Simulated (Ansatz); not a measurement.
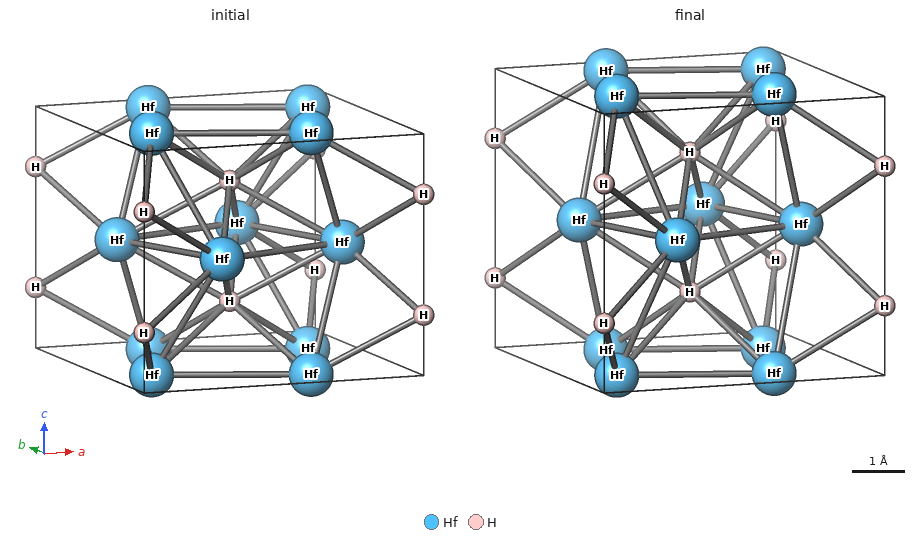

The structure of a crystal of Hf₂H (a generated structure, set up in I4/mcm) (coarse preliminary run) before (left) and after (right) a relaxation, at one scale.

A ball-and-stick model of the conventional cell (2 times the calculation's cell), seen slightly off an axis. Lengths and directions refer to the drawn axes.

The calculation used DFT PBE, scalar-relativistic, plane waves, PAW (Ansatz). (plane-wave cutoff 420 eV; k-point mesh 6 × 6 × 6; occupations gaussian; smearing width 0.1 eV; no spin polarisation; cell and atoms relaxed; force threshold 0.04 eV/Å; at most 70 steps)

Summarise the run.

Answer. Over 9 accepted moves (11 points after the start) the energy falls by 177 meV per atom. The largest force component goes from 0.31 to 0.0024 eV/Å. The pressure goes from 22.95 to 0.05 GPa. At 2 points the geometry stayed and the basis and grid were re-selected for the new cell (energy shift of 2.7 meV per atom at most each time). The largest moves relative to the cell, 0.11 Å, are those of Hf atoms. H stays in place. The drawn cell changes as follows: a = b 5.847 → 5.871 Å (+0.4 %), c 4.773 → 5.512 Å (+15.5 %); the volume changes by +16.4 %. Near-neighbour distances that change, for instance: Hf–Hf 3.025 → 3.418 Å, Hf–Hf 2.630 → 2.858 Å, Hf–Hf 2.821 → 3.044 Å, H–Hf 2.503 → 2.574 Å. The space group stays I4/mcm (No. 140).
